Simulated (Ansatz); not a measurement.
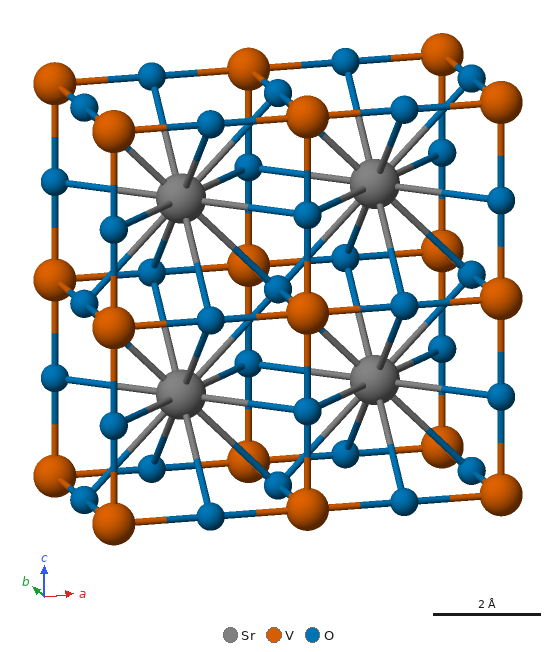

The starting point is solid SrVO$_{3}$ (set up in Pm-3m). Style: ball-and-stick. Shown: the cell of the calculation, repeated 2 × 1 × 2 with one cell outlined, slightly off an axis.

Computed with Ansatz, DFT PBEsol, scalar-relativistic, plane waves, PAW. (plane-wave cutoff 420 eV; k-point mesh 10 × 10 × 10; occupations gaussian; smearing width 0.1 eV; collinear spin)

Change: All lengths are scaled by −2.0 % (volume −6.0 %), the atoms keeping their fractional coordinates. No relaxation follows.

The input:
```yaml
crystal:
  lattice:
    - [3.7325372971, 0.0, 0.0]
    - [0.0, 3.7325372971, 0.0]
    - [0.0, 0.0, 3.7325372971]
  atoms:
    - { symbol: Sr, position: [0.5, 0.5, 0.5] }
    - { symbol: V, position: [0.0, 0.0, 0.0], spin: 0.22 }
    - { symbol: O, position: [0.5, 0.0, 0.0] }
    - { symbol: O, position: [0.0, 0.5, 0.0] }
    - { symbol: O, position: [0.0, 0.0, 0.5] }
basis:
  ecutwfc: 420
kpoints:
  mp_grid: { grid: [10, 10, 10] }
hamiltonian:
  xc: pbesol
scf:
  occupations: { method: gaussian, width: 0.1 }
output:
  forces: true
  stress: true
  eigenvalues: true
  populations: true
magnetization:
  spin_polarized: true
```

Launched with:
```bash
ansatz run input.yaml --threads 1 --pin off --max-ram 2560MiB --backend cpu --events-out ev --progress --plain --runs-dir out
```

Q: Predict the response.

A: Among the bonded contacts that change: O–Sr 2.694 → 2.639 Å, O–V 1.905 → 1.866 Å. The space group stays Pm-3m (No. 221). The energy rises by 27.8 meV per atom. Pressure: 0.0 GPa before, 14.2 GPa after. All forces vanish by symmetry. The absolute magnetisation per cell goes from 0.28 to 0.24 μB (net moment 0.27 and 0.23 μB).

The changed structure in the same view:

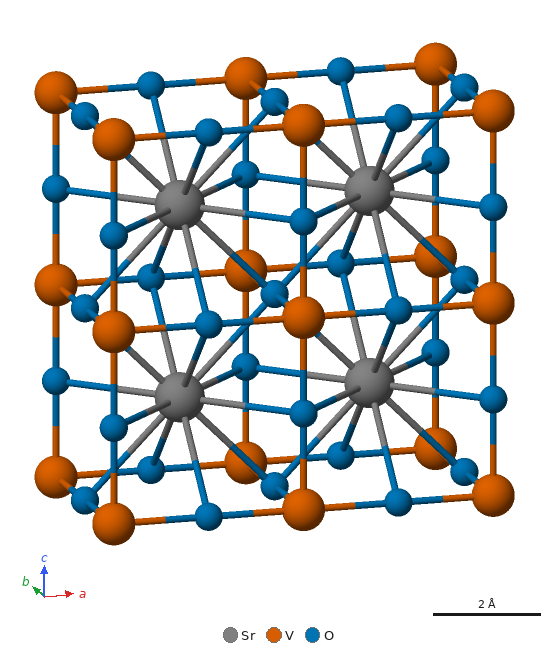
